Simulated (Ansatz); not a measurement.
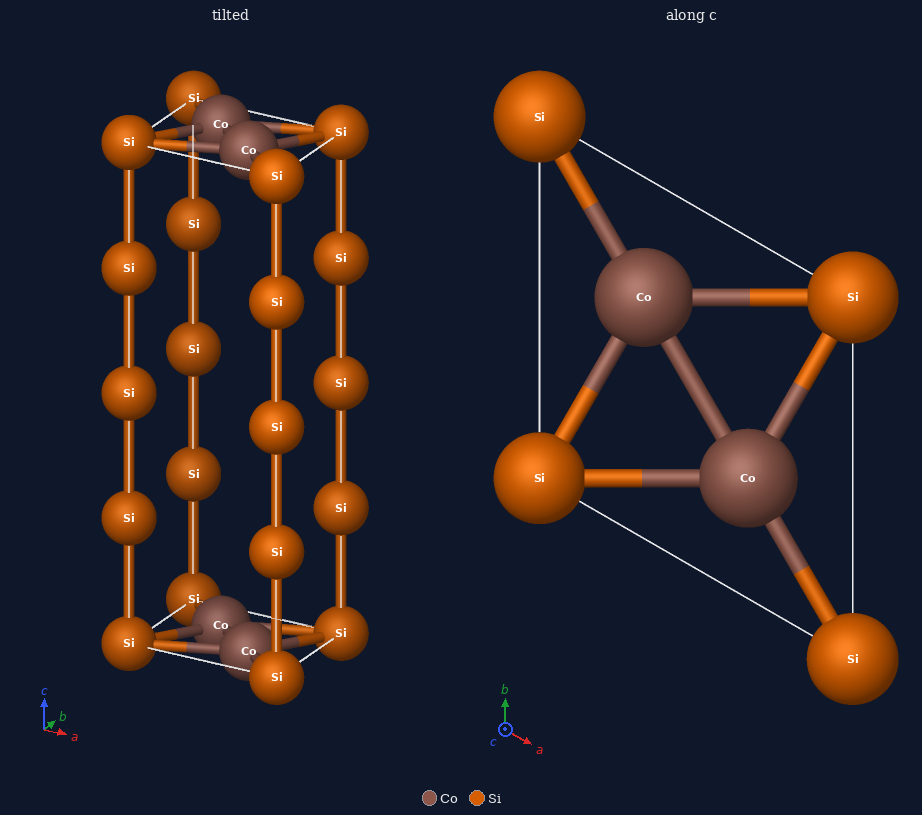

The figure gives a ball-and-stick picture of the atoms, viewed slightly off an axis and along the c axis. The parallelepiped is the conventional unit cell. Cell: a = 4.00 Å, b = 4.00 Å, c = 9.43 Å, α = 90.00°, β = 90.00°, γ = 120.00°.

Starting structure: a random cell made by a generator, so it need not be a real form of the compound. Earlier steps of the study may have refined or changed the cell and positions. It went into a calculation with Ansatz.

Q: What structure is drawn here?

A: The formula is CoSi$_{2}$. It is primitive hexagonal, space group P6/mmm (No. 191). Cell content 2 Co, 4 Si; Z = 2. The coordination, counted out to bonding distance, is Co 6 and Si 2 to 8 (mean 3.5).

Level of theory: DFT PBE, scalar-relativistic, plane waves, PAW in Ansatz. Settings were an energy cutoff of 420 eV, a 12×12×4 mesh of k-points, Gaussian smearing of 0.1 eV, collinear spins.

Q: Which atoms carry magnetic moments in this run, and how do they order?

A: The state reached is ferromagnetic. Sizes: Co 1.4 μB; net moment 2.7 μB in the run's cell of 6 atoms.

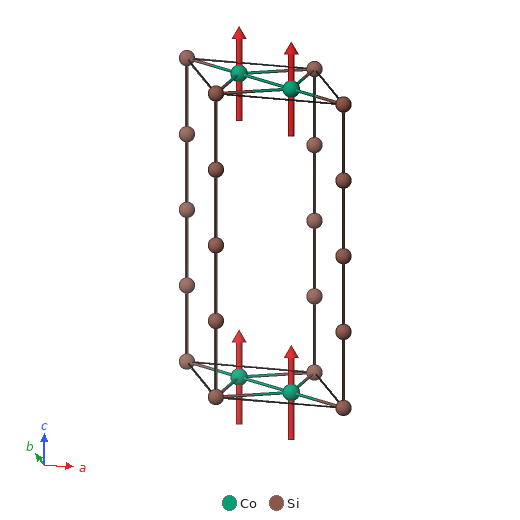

Site moments above 0.25 μB as arrows, small induced ones on non-metal atoms left out (red along the largest or up, blue against, purple across). The run's cell of 6 atoms is drawn.

Q: What is the band gap, if any?

A: A metal: bands cross the Fermi level.

Q: What charge does Bader's analysis assign to each element?

A: Co -0.07 e; Si -0.04 to +0.11 e.

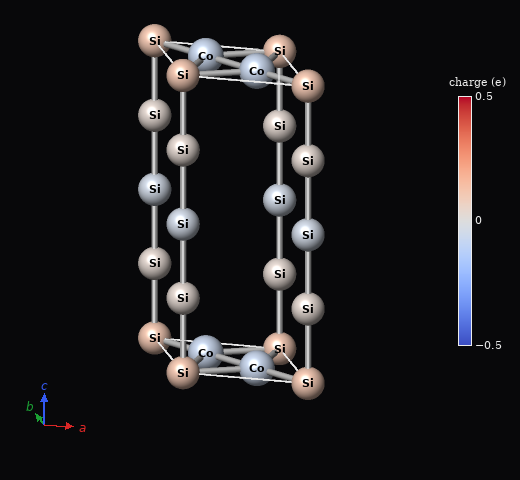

The atoms coloured by those charges. The run's cell of 6 atoms is drawn.

Q: Has the structure come to rest?

A: Yes. All forces vanish to within 0.01 eV/Å. The pressure is 0.0 GPa, close to zero.
